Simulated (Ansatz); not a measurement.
Input

```
crystal:
  lattice:
    - [7.0141808633, 0.0, 0.0]
    - [-3.5070904316, 6.0744588143, 0.0]
    - [0.0, 0.0, 21.7270546929]
  atoms:
    - { symbol: Pb, position: [0.3333333333, 0.1666666667, 0.3682045318] }
    - { symbol: Pb, position: [0.3333333333, 0.6666666667, 0.3682045318] }
    - { symbol: Pb, position: [0.8333333333, 0.1666666667, 0.3682045318] }
    - { symbol: Pb, position: [0.8333333333, 0.6666666667, 0.3682045318] }
    - { symbol: Pb, position: [0.6666666667, 0.3333333333, 0.5] }
    - { symbol: Pb, position: [0.6666666667, 0.8333333333, 0.5] }
    - { symbol: Pb, position: [0.1666666667, 0.3333333333, 0.5] }
    - { symbol: Pb, position: [0.1666666667, 0.8333333333, 0.5] }
    - { symbol: Pb, position: [0.0, 0.5, 0.6317954682] }
    - { symbol: Pb, position: [0.0, 0.0, 0.6317954682] }
    - { symbol: Pb, position: [0.5, 0.5, 0.6317954682] }
    - { symbol: Pb, position: [0.5, 0.0, 0.6317954682] }
basis:
  ecutwfc: 420
kpoints:
  mp_grid: { grid: [3, 3, 1] }
hamiltonian:
  xc: pbe
  dispersion: d3bj
scf:
  occupations: { method: gaussian, width: 0.1 }
output:
  forces: true
  eigenvalues: true
  write_density: true
  write_potential: true
  elf: true
  volumetric_format: npy
relax:
  adjacent_minimum: "off"
  f_tol: 0.03
  max_steps: 70
  constraints: [{ sites: [0, 1, 2, 3] }]
efield:
  axis: 3
  dipole_correction: true
  ramp_width: 0.04
```

Launched as:

```sh
ansatz run input.yaml --threads 4 --pin off --max-ram 12288MiB --backend cpu --events-out ev --progress --plain --runs-dir out
```

The fields are those of the relaxed geometry.

Theory: Ansatz, DFT PBE+D3(BJ), scalar-relativistic, plane waves, PAW.

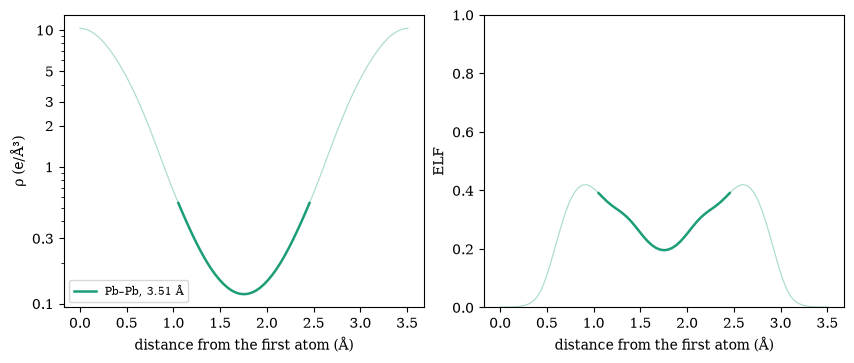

Pb (slab). Valence charge density (pseudo) and ELF along straight lines between neighbouring atoms. Thin, pale parts lie inside the atomic spheres.

In a PAW calculation such maps are meaningful between the atoms, not at the nuclei.

### What can be read from the curves?

Pb–Pb (3.51 Å): the density is about 0.12 e/Å³ at the midpoint; the ELF is about 0.20 at the midpoint; no shared electron pair shows on this line.
